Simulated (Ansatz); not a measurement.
Read the following structure.

```xyz
17
Lattice="0.0000 5.9598 -5.9598 -5.9598 0.0000 -5.9598 -5.9598 5.9598 0.0000" Properties=species:S:1:pos:R:3 pbc="T T T"
In   -7.4783    7.5271  -10.3990
In   -7.4806    4.4398   -7.3133
In   -4.4996    7.4176   -7.4142
In   -4.6074    4.4380   -4.4388
In  -10.3524   10.4010  -10.3997
In  -10.4599    7.4200   -7.4207
In   -7.4792   10.3992   -7.5275
In   -7.4816    7.3123   -4.4395
P     0.0000    0.0000    0.0000
P    -0.0011    2.9207   -2.9211
P    -3.0321    5.9514   -8.8865
P    -3.0400    2.9199   -5.9596
P    -3.0305    8.8886   -5.9495
P    -3.0397    5.9593   -2.9207
P    -5.9668    8.8862   -8.8858
P    -5.9700    5.9492   -5.9488
In   -1.5205    4.4406   -4.4417
```

Question: Before looking at a picture, describe the arrangement of atoms.

Answer: The structure is one of In$_{9}$P$_{8}$. The cell comprises 1 formula unit: 9 In, 8 P. Each In atom has four P in a tetrahedral arrangement at 2.53 to 2.66 Å around it. Not all metal-metal contacts are counted. The bonds build a three-dimensional framework.

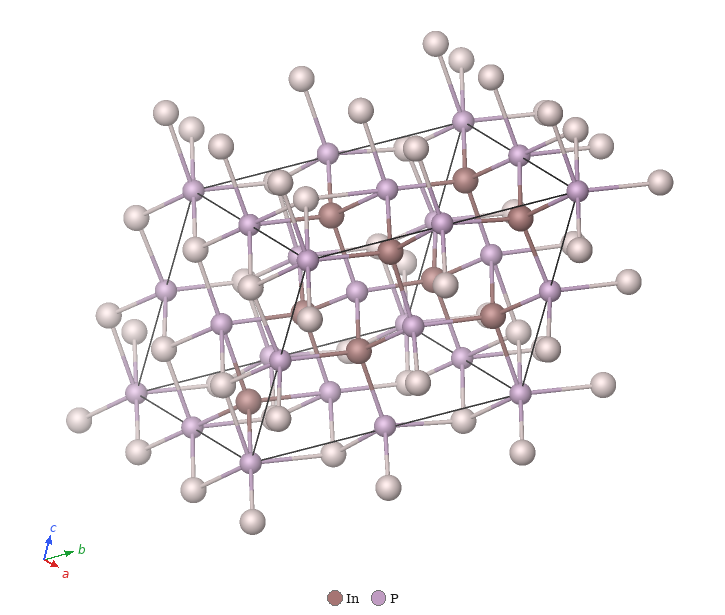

View slightly off an axis, drawn as a ball-and-stick model. The edges of the simulation cell are marked. Neighbours across the faces are drawn wherever a bond reaches them, in fainter colours. Colours: indium brown, phosphorus pink.

Origin of the cell: a structure listed in the Materials Project, repeated into a supercell with a point defect put in. The cell was then strained or its atoms displaced on purpose. The atoms were relaxed in a fixed cell with DFT PBE, scalar-relativistic, plane waves, PAW (Ansatz 0.2.0).
